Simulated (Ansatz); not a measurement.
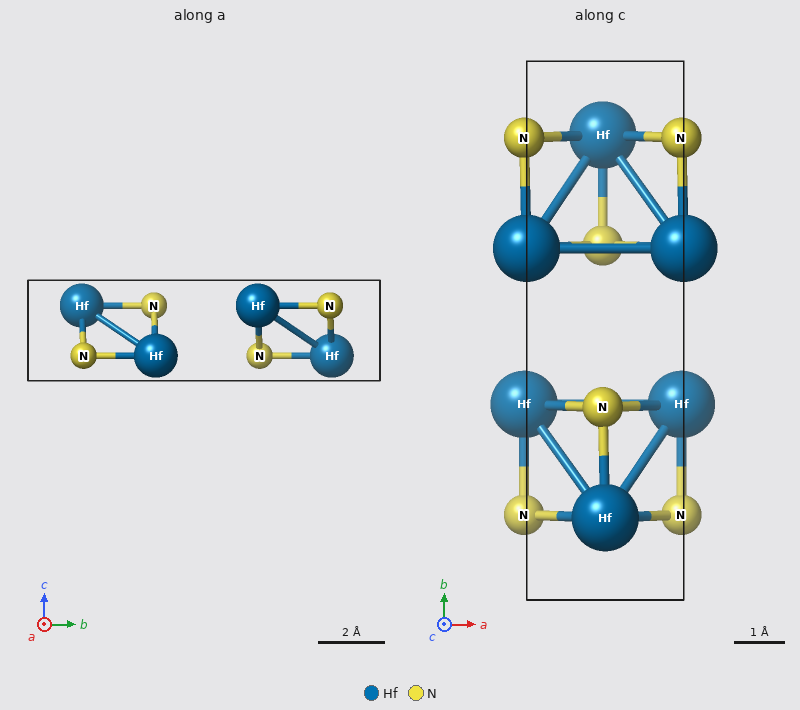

Drawn in the ball-and-stick manner and seen along the a axis and along the c axis. The parallelepiped is the drawn cell (a repeat of the simulation cell).

HfN, a = 3.15 Å, b = 10.80 Å, c = 3.08 Å, α = 90.00°, β = 90.00°, γ = 90.00°.

Theory: DFT PBEsol, scalar-relativistic, plane waves, PAW in Ansatz. Numerical settings: an energy cutoff of 420 eV, k-points about 0.21 Å⁻¹ apart, Gaussian smearing of 0.05 eV, no spin polarisation.

Question: Is it conducting or gapped at this level?

Answer: A metal: bands cross the Fermi level.

Question: Would the cell expand or shrink if it could?

Answer: The computed pressure is 0.2 GPa (compressed: it would expand). The stress isn't hydrostatic: its largest component is 1.4 GPa.

The initial geometry was a structure type filled with these elements by a generator (whether the compound takes this form wasn't checked). The cell was then strained or its atoms displaced on purpose. It was run through Ansatz as a DFT input.

At this level of theory the cell isn't at rest (forces up to 0.7 eV/Å), so its distances can differ from those at equilibrium, the more so the softer the solid.
